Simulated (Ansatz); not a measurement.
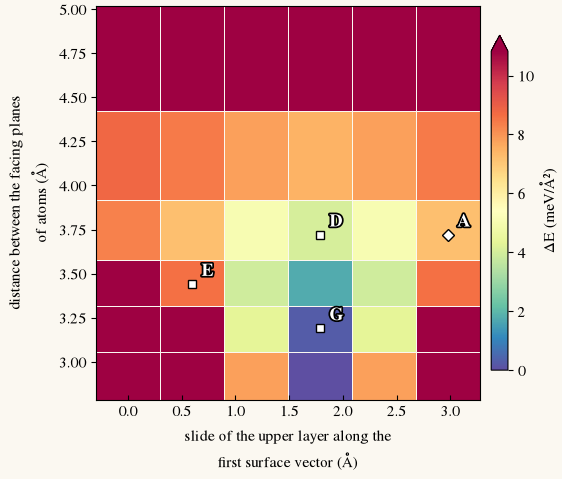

A bilayer of two As sheets of the honeycomb type, the upper one turned by 180 degrees about the normal (4 atoms in the cell). 
- The upper layer of a bilayer is slid along a line and lifted, both layers rigid.
- First axis: slide of the upper layer along the first surface vector, from As4 above As1. Second axis: distance between the facing planes of atoms.
- The scan uses a 6 × 6 grid; 24 points were computed and 12 follow by symmetry.
- Points are written as (first, second).
- Energies: meV/Å², counted from the lowest grid point.
- Computed with DFT PBE+D3(BJ), scalar-relativistic, plane waves, PAW (Ansatz 0.2.0). Settings: cutoff 420 eV, k-mesh 9×9×1, gaussian smearing 0.05 eV, no spin polarisation.

The picture shows one coloured cell a grid point, one colour for all values above the top of the scale, lettered points.

Rank the lettered points by energy, lowest first.

Answer. G (0.26 meV/Å²), D (4.0 meV/Å²), A (7.2 meV/Å²), E (8.6 meV/Å²).
